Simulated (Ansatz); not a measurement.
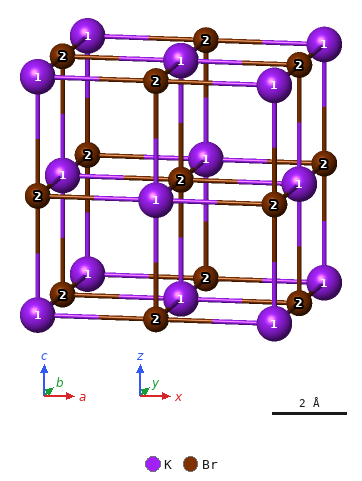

Energy scan for a crystal of KBr (Fm-3m), in which the cell is strained equally along x and y and separately along z, with the atoms kept at their fractional coordinates. x, y and z are the Cartesian axes of the input. The picture shows the reference cell. Style: ball-and-stick. Shown: the conventional cell (4 times the calculation's cell), slightly off an axis. Lengths and directions refer to the drawn axes.

The calculation used DFT PBE, scalar-relativistic, plane waves, PAW in Ansatz 0.2.0. (plane-wave cutoff 420 eV; k-point mesh 6 × 6 × 6; occupations gaussian; smearing width 0.05 eV; no spin polarisation). Energies (free energies at the smearing named) are counted from the cell as listed in its source, which wasn't relaxed.

```xyz
2
Lattice="0.0000 3.2925 3.2925 3.2925 0.0000 3.2925 3.2925 3.2925 0.0000" Properties=species:S:1:pos:R:3 pbc="T T T"
K     0.0000    0.0000    0.0000
Br    3.2925    3.2925    3.2925
```

**What energies does the calculation give on a grid with rows −0.080, −0.040, 0.000, 0.040, 0.080 and columns −0.080, −0.040, 0.000, 0.040, 0.080 (strain along x and y; strain along z)?**

Rows: strain along x and y; columns: strain along z; values in meV/atom.

```tsv
	−0.080	−0.040	0.000	0.040	0.080
−0.080	191.6	143.8	120.6	112.3	112.7
−0.040	97.8	53.6	33.9	28.9	32.4
0.000	56.3	16.0	0.0	−1.5	5.4
0.040	47.3	11.0	−1.2	1.0	11.3
0.080	57.9	25.6	17.3	23.2	37.0
```

In pairs of (strain along x and y; strain along z): the lowest computed point lies at (0.000, 0.040) (−1.5 meV/atom), the highest at (−0.080, −0.080) (191.6 meV/atom). The valley is tilted: raising the in-plane strain is made harder by raising the strain along z (cross term 0.22 of the geometric mean of the two curvatures). Over the ranges scanned the energy rises more along the first axis, the in-plane strain. The pressure runs from −1.6 GPa at (0.080, 0.080) to 8.5 GPa at (−0.080, −0.080).

As a map, interpolated between the computed points (dots):

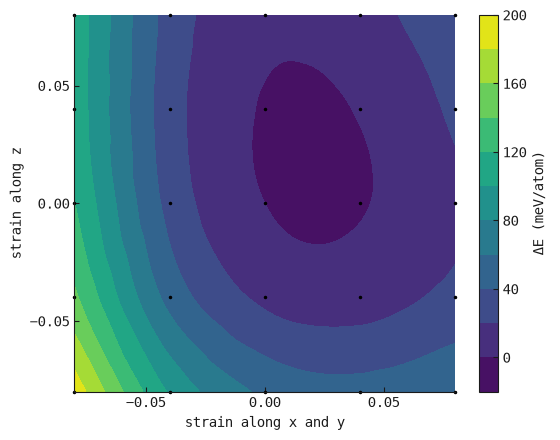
